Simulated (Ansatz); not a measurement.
Single-point calculation of Ti

System: Ti (Cm, 8 atoms in the cell).
Method: DFT PBEsol, scalar-relativistic, plane waves, PAW, no spin polarisation (Ansatz 0.2.0).

The structure derives from an entry of the Crystallography Open Database. It belongs to a series of runs on one base structure; here: atom 1 (Ti) moved by (-0.450, -0.225) A along y and z. Figures and captions count atoms from 1; the log counts them from 0 in places.

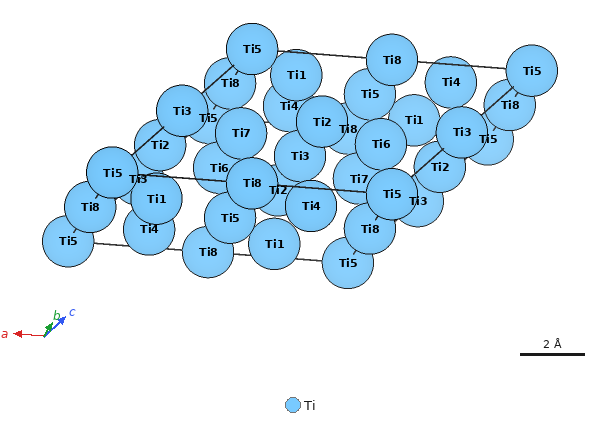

**Figure 1.** The structure as given in the input (spheres-only view of the cell 2 times as large as that of the calculation, set on its symmetry axes, seen at an oblique angle; atoms are numbered from 1 in the order of the input). An atom can appear more than once, as a periodic image.

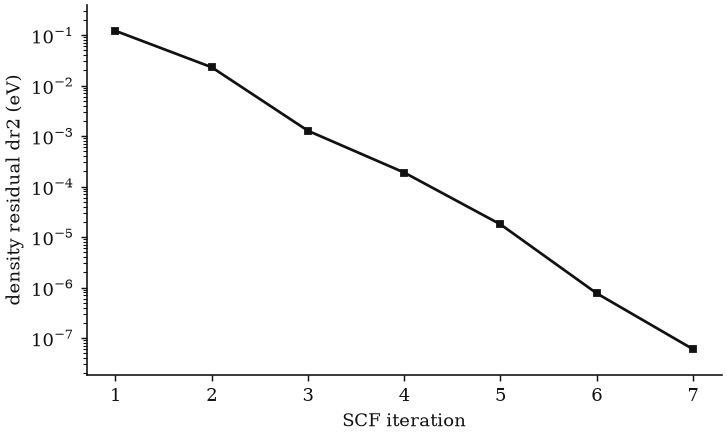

**Figure 2.** Convergence of the self-consistent field: density residual dr2 against the SCF iteration. The residual falls at every step.

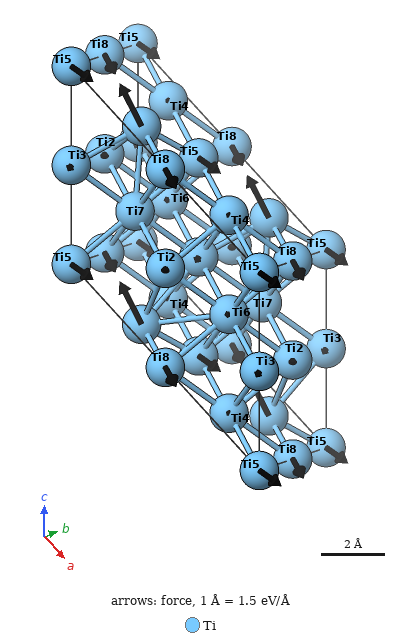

**Figure 3.** Forces on the atoms as black arrows (ball-and-stick view of the cell 2 times as large as that of the calculation, set on its symmetry axes, seen slightly off an axis; atoms are numbered from 1 in the order of the input); the smallest are left out. The largest act on Ti1 (2.35 eV/Å); Ti5, Ti8 (1.45 eV/Å). The geometry is not a stationary point of this energy.

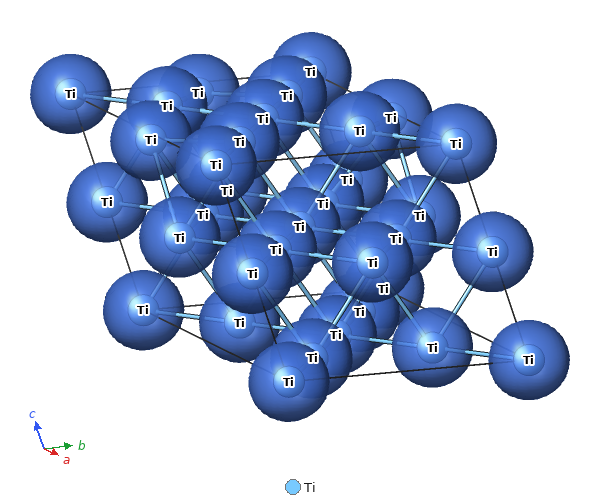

**Figure 4.** Isosurface of the valence pseudo-density at 0.4 e/Å³ (blue), seen slightly off an axis. Sticks mark near contacts. The outline is the cell set on symmetry axes. At this value the density breaks into separate islands; it holds about 75 % of the electrons treated as valence (semicore included). It is pinched off along the Ti–Ti (2.41 Å), Ti–Ti (2.69 Å) and Ti–Ti (2.77 Å) contacts. On the grid the lowest density along these lines, outside the cores, is 0.31 e/Å³ (Ti–Ti, 2.41 Å), 0.22 e/Å³ (Ti–Ti, 2.69 Å) and 0.26 e/Å³ (Ti–Ti, 2.77 Å). Core electrons are frozen (PAW), so the fields are smoothed inside the atomic spheres.

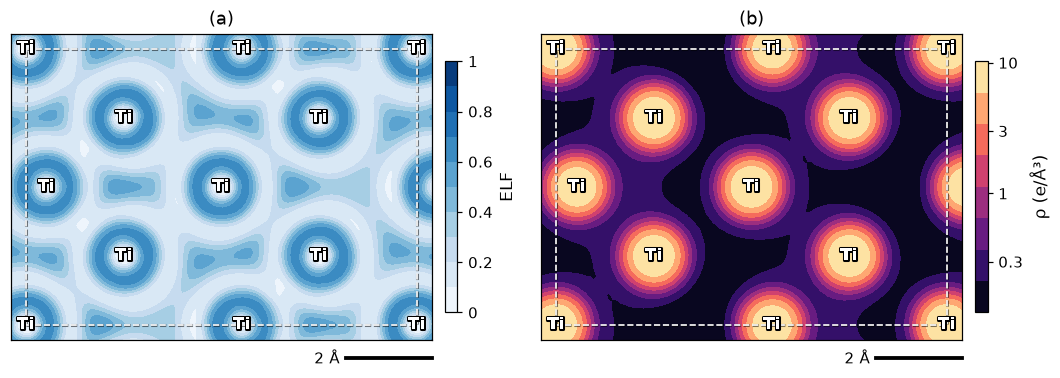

**Figure 5.** (a) electron localisation function; (b) valence electron density on the (001) plane of the conventional cell. Atoms in the plane: Ti. Ti–Ti (2.41 Å): ρ is about 0.31 e/Å³ halfway; the ELF is about 0.10 at the midpoint (no shared electron pair). Ti–Ti (2.78 Å): the density is about 0.22 e/Å³ at the midpoint; the ELF is about 0.20 at the midpoint (no localised pair between them). Away from the nuclei the density in this plane falls to 0.12 e/Å³ at its lowest. The ELF has a maximum of about 0.55 in the space between the atoms. The strong features right at Ti lie inside the PAW spheres (semicore, d or f shells) and say nothing about bonding.

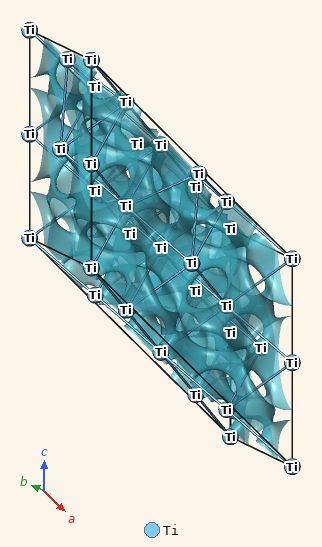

**Figure 6.** Isosurface of the electron localisation function at 0.4 (cyan), seen slightly off an axis. Core shells and regions of very low density are left out. Sticks mark near contacts. The outline is the cell set on symmetry axes. Values along the shortest contacts: Ti–Ti (2.41 Å): the ELF is about 0.10 at the midpoint (no localised pair between them). Ti–Ti (2.69 Å): the ELF is about 0.15 at the midpoint; no shared electron pair.

The input and output of the run follow.

The input:
```yaml
crystal:
  lattice:
    - [3.2102321259, 3.2102321259, -3.2102321259]
    - [3.2102321259, -3.2102321259, 3.2102321259]
    - [-3.2102321259, -3.2102321259, -3.2102321259]
  atoms:
    - { symbol: Ti, position: [0.0350441948, 0.0700883896, 0.6051325844] }
    - { symbol: Ti, position: [0.5, 0.0, 0.5] }
    - { symbol: Ti, position: [0.0, 0.5, 0.5] }
    - { symbol: Ti, position: [0.5, 0.5, 0.5] }
    - { symbol: Ti, position: [0.0, 0.0, 0.0] }
    - { symbol: Ti, position: [0.5, 0.0, 0.0] }
    - { symbol: Ti, position: [0.0, 0.5, 0.0] }
    - { symbol: Ti, position: [0.5, 0.5, 0.0] }
basis:
  ecutwfc: 420
kpoints:
  mp_grid: { grid: [14, 14, 14] }
hamiltonian:
  xc: pbesol
scf:
  occupations: { method: gaussian, width: 0.15 }
output:
  forces: true
  stress: true
  eigenvalues: true
  write_density: true
  write_potential: true
  elf: true
  volumetric_format: npy
```

Command:
```bash
ansatz run input.yaml --threads 2 --pin off --max-ram 5120MiB --backend cpu --events-out ev --progress --plain --runs-dir out
```

Log:
```
Engine: ansatz 0.2.0, x86_64-unknown-linux-gnu
Pseudopotentials: kind: paw
Pseudopotential: Ti, paw, valence charge 12, recommended cutoff 420 eV (normal), Ti.paw.azcp
Functional definition: PBEsol
  exchange = pbesol_x
  correlation = pbesol_c
Crystal: 8 atoms, lattice volume = 132.333 Å³
Basis set: ecut = 420 eV, 2587 PW (Γ), exchange–correlation on 80×80×80 points (8 copies of the dense FFT grid, shifted against one another)
Bands: 58, of which v1, the nominal top of the filled ones, is band 48 counted from 1 (47 counted from 0)
Symmetry: 2 space group operations
Space group: Cm (ITA 8), of the structure as read, at distance tolerance 5.1e-5 Å
k-points: 744 of 2744 (time reversal used)
Non-local potential: Ti, projectors of the file, l = 0: 3, l = 1: 2, l = 2: 3, l = 3: 1
PAW form: soft (Blöchl's): semilocal exchange-correlation on the pseudo side does not see the compensation charge
PAW frozen core: Ti, regenerated for the run's functional, and the local potential with it (the file was generated under x = pbe(κ = 0.804, μ = 0.2195149727645171), c = pbe(β = 0.06672455060314922))
PAW one-centre angular grid: Ti, 590 points (default); XC on 64 Gauss nodes
Initial density: superposition of atomic densities (neutral atoms: chi_scale 0, normalization atom), corrected by the library's trained network
Initial wavefunctions: pseudopotential atomic-orbital guess
Functional: x = pbesol(κ = 0.804, μ = 0.12345679012345678), c = pbesol(β = 0.046)
SCF iter   1: F=—  HF=-19789.981480 eV  |F-HF|=—  |Δ(HF+E_count)|=         —  Δρ=8.12e-3  dr2=1.21e-1  ethr=1.77e-3  ⟨swp⟩=5.5  Hψ=170966  notcnv=0
preconditioner: auto → Kerker (q_TF=auto, 2.586 Å⁻¹)  [metal: Δε(μ)=0.000 eV  Ē_g=2.373 eV  σ=0.150 eV  W_gap=0.00  n_scr=42 (ndim 8)  ℏωp=18.3 eV  f_vac=0.000  D(μ)=15.61/eV (n_scr^D=224)]
SCF iter   2: F=—  HF=-19789.967943 eV  |F-HF|=—  |Δ(HF+E_count)|=   1.35e-2  Δρ=3.79e-3  dr2=2.30e-2  ethr=1.26e-4  ⟨swp⟩=1.1  Hψ=50077  notcnv=0  defer=3
SCF iter   3: F=—  HF=-19789.964515 eV  |F-HF|=—  |Δ(HF+E_count)|=   3.43e-3  Δρ=8.65e-4  dr2=1.27e-3  ethr=2.39e-5  ⟨swp⟩=2.0  Hψ=53741  notcnv=0  defer=3
SCF iter   4: F=—  HF=-19789.964364 eV  |F-HF|=—  |Δ(HF+E_count)|=   1.50e-4  Δρ=3.48e-4  dr2=1.89e-4  ethr=1.32e-6  ⟨swp⟩=2.0  Hψ=53500  notcnv=0  defer=3
SCF iter   5: F=—  HF=-19789.964331 eV  |F-HF|=—  |Δ(HF+E_count)|=   3.30e-5  Δρ=9.58e-5  dr2=1.78e-5  ethr=1.97e-7  ⟨swp⟩=2.0  Hψ=54904  notcnv=0  defer=3
SCF iter   6: F=—  HF=-19789.964329 eV  |F-HF|=—  |Δ(HF+E_count)|=   2.00e-6  Δρ=2.31e-5  dr2=7.67e-7  ethr=1.85e-8  ⟨swp⟩=2.0  Hψ=52863  notcnv=0  defer=4
SCF iter   7: F=-19789.964329 eV  HF=-19789.964329 eV  |F-HF|=3.37e-8  |Δ(HF+E_count)|=   7.22e-8  Δρ=6.39e-6  dr2=6.02e-8  ethr=1.04e-10  ⟨swp⟩=12.4  Hψ=265985  notcnv=0
SCF 1 converged in 7 iterations: F = -19789.964329 eV  dr2 = 6.02e-8
  greatest PAW one-centre occupation: 0.999 electrons in one spin orbital (limit 2), on the Ti atom at site 2 (counted from 0), in its partial waves of l = 0
SCF converged after 7 iterations
Free energy (F): -19789.964329 eV
Harris-Foulkes:  -19789.964329 eV  (|F-HF|=3.37e-8)
Internal energy: -19789.787406 eV  (E = F + TS)
E sigma→0 (E₀):  -19789.875868 eV
Entropy (-TS):   -0.176923 eV (-22.115 meV/atom)
Fermi energy:    13.754133 eV
--- Per-component energies (eV) ---
  E_band       = -1177.503612
  E_kinetic    = 2192.646223
  E_local      = -6413.101585  (includes V_loc(G=0)·N_el)
  E_nonlocal   = 79.879150
  E_hartree    = 2654.826626
  E_xc         = -776.561417
  E_vxc        = -976.035107  (∫ρ·V_xc dr)
  E_paw        = -8183.874928  (= ΣΔE_a)
  E_vpaw       = -1370.555640  (= ΣTr[D̂ρ^β])
  E_aug_tail   = 0.000934  (compensation charges beyond the density's cutoff)
  E_ewald      = -9344.717484
  E_core_change = 1.115074  (= ΣΔE_core)
  E_smearing   = -0.176923  (= −TS)
  E_closure    = 0.000000  (closes the sum)
  Σ components = -19789.964329   (vs F -19789.964329, Δ=0.00e0)
--- Forces (eV/Å), atoms counted from 1 ---
  atom   1  Ti     0.00000000     2.05610386     1.13325709
  atom   2  Ti    -0.22300312    -0.27317428     0.09614721
  atom   3  Ti     0.22300312    -0.27317428     0.09614721
  atom   4  Ti     0.00000000     0.06349479     0.15580337
  atom   5  Ti    -0.82495123    -0.83061866    -0.85154956
  atom   6  Ti     0.00000000    -0.05069855     0.24727475
  atom   7  Ti     0.00000000     0.13865313    -0.02554196
  atom   8  Ti     0.82495123    -0.83061866    -0.85154956
  max |Σ_I F_I| component: 3.27e-5 eV/Å
--- Stress (GPa, compression-positive) ---
        2.460145       0.000000       0.000000
        0.000000       0.450240       1.139072
        0.000000       1.139072       1.313322
  P = ⅓ Tr σ = 1.4079 GPa (14.079 kbar)
--- Band table (eV; the first three rows and the last of 744) ---
  k-point 0: bands = ["-42.4254", "-42.3039", "-42.2690", "-42.2666", "-42.2339", "-42.2073", "-42.1629", "-41.9929", "-19.2389", "-19.1956", "-19.1343", "-19.1210", "-19.1142", "-19.1079", "-18.9068", "-18.8960", "-18.8264", "-18.6562", "-18.5705", "-18.5648", "-18.5455", "-18.5288", "-18.5002", "-18.3517", "-18.3327", "-18.3218", "-18.3092", "-18.3038", "-18.2827", "-18.2721", "-18.0977", "-18.0895", "7.7764", "11.1346", "11.1372", "11.1602", "11.2112", "11.2673", "11.3024", "11.4243", "11.6004", "13.1392", "13.1791", "13.2443", "13.3264", "13.4420", "13.4577", "14.4931", "14.6563", "14.7410", "14.9369", "15.0311", "15.1425", "15.1691", "15.2784", "15.3739", "16.2031", "16.4849"]
  k-point 1: bands = ["-42.4235", "-42.3040", "-42.2698", "-42.2668", "-42.2340", "-42.2073", "-42.1633", "-41.9934", "-19.2350", "-19.1906", "-19.1297", "-19.1150", "-19.1080", "-19.1008", "-18.9043", "-18.8908", "-18.8289", "-18.6579", "-18.5741", "-18.5647", "-18.5474", "-18.5299", "-18.5039", "-18.3567", "-18.3406", "-18.3253", "-18.3149", "-18.3071", "-18.2825", "-18.2711", "-18.0996", "-18.0934", "7.8223", "11.1275", "11.1630", "11.1857", "11.2425", "11.2922", "11.3267", "11.4490", "11.6242", "13.1587", "13.1858", "13.2621", "13.3408", "13.4479", "13.4709", "14.5149", "14.6032", "14.6934", "14.8359", "14.9496", "15.0545", "15.0558", "15.2208", "15.3224", "16.1661", "16.4626"]
  k-point 2: bands = ["-42.4178", "-42.3040", "-42.2746", "-42.2649", "-42.2343", "-42.2073", "-42.1646", "-41.9947", "-19.2238", "-19.1760", "-19.1177", "-19.0987", "-19.0901", "-19.0773", "-18.8971", "-18.8772", "-18.8342", "-18.6628", "-18.5854", "-18.5666", "-18.5534", "-18.5306", "-18.5153", "-18.3754", "-18.3576", "-18.3353", "-18.3316", "-18.3160", "-18.2824", "-18.2685", "-18.1047", "-18.1043", "7.9585", "11.0939", "11.2391", "11.2598", "11.3313", "11.3692", "11.3979", "11.5230", "11.6947", "13.2018", "13.2041", "13.3085", "13.3978", "13.4623", "13.5116", "14.4178", "14.5310", "14.5713", "14.5747", "14.7539", "14.8058", "14.8524", "15.0998", "15.1991", "16.0689", "16.4092"]
  k-point 743: bands = ["-42.3210", "-42.3061", "-42.2816", "-42.2747", "-42.2651", "-42.2058", "-42.2055", "-42.0065", "-19.0562", "-19.0039", "-18.8312", "-18.7709", "-18.7605", "-18.7499", "-18.7426", "-18.7280", "-18.7227", "-18.6945", "-18.6867", "-18.6695", "-18.6555", "-18.6224", "-18.6152", "-18.6011", "-18.5681", "-18.5632", "-18.5631", "-18.5616", "-18.5475", "-18.3440", "-18.1761", "-18.1645", "11.0997", "11.1281", "11.1525", "11.1623", "11.1904", "11.2318", "12.7636", "12.7996", "13.0699", "13.1247", "13.2183", "13.2953", "13.3310", "13.4623", "13.6795", "13.7483", "13.7541", "14.1000", "14.5303", "14.8539", "14.8838", "15.0791", "15.0850", "15.0974", "15.1101", "15.1179"]
```

Results in brief:

- outcome: converged
- space group (tolerance 0.01 Å): Cm (8)
- electrons treated: 96
- free energy: −19789.9643 eV
- Fermi energy: 13.754 eV
- gap on the k-point mesh: none (metallic)
- pressure: 1.41 GPa
- largest force (length of the vector): 2.348 eV/Å
- hardware: 2 threads of Oxide Virtual Turin-like (Zen 5), 32 GiB of memory available, shared host
- wall time: 3 min (CPU time 5.9 min)
- peak memory: 3.5 GiB
